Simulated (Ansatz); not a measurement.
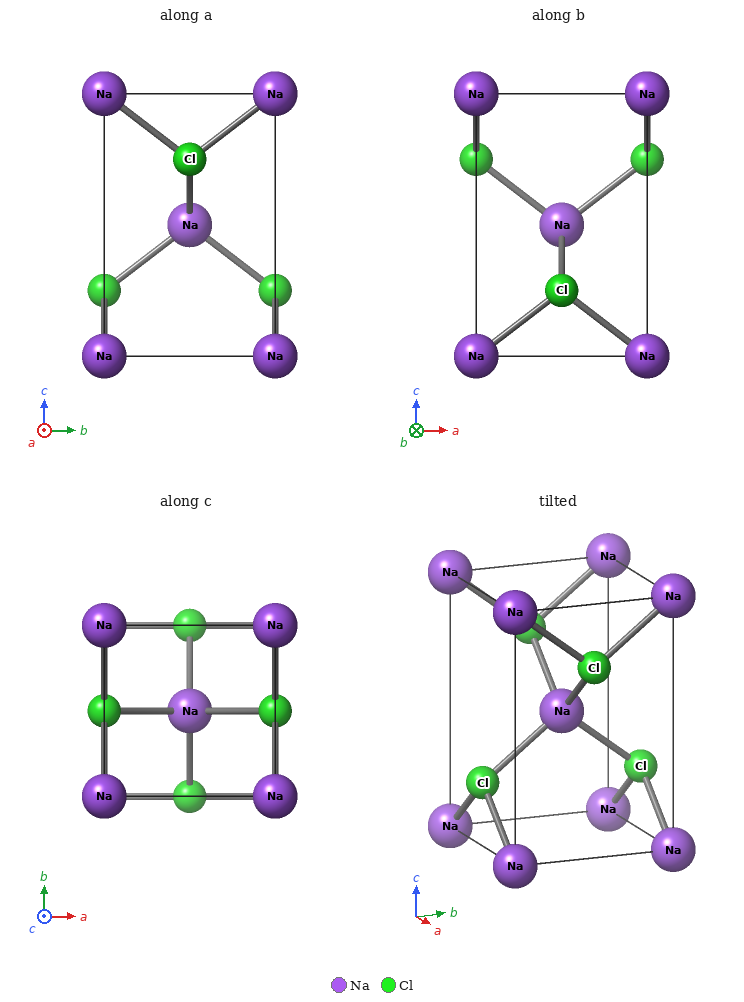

A ball-and-stick rendering, viewed along the a axis, along the b axis, along the c axis and slightly off an axis. The parallelepiped is the conventional unit cell.

Lattice parameters: a = 4.230 Å, b = 4.230 Å, c = 6.492 Å, α = 90.00°, β = 90.00°, γ = 90.00°. Put a along x and b in the xy plane.

Question: Convert the drawing into a POSCAR file.

Answer:
```
Na Cl
1.0
     4.230    0.000    0.000
     0.000    4.230    0.000
     0.000    0.000    6.492
Na Cl
2 2
Direct
  0.0000 0.0000 0.0000
  0.5000 0.5000 0.5000
  0.5000 0.0000 0.2500
  0.0000 0.5000 0.7500
```

The cell started as a structure type filled with these elements by a generator (whether the compound takes this form wasn't checked). The cell was then strained or its atoms displaced on purpose. An electronic-structure calculation with Ansatz was run on it.
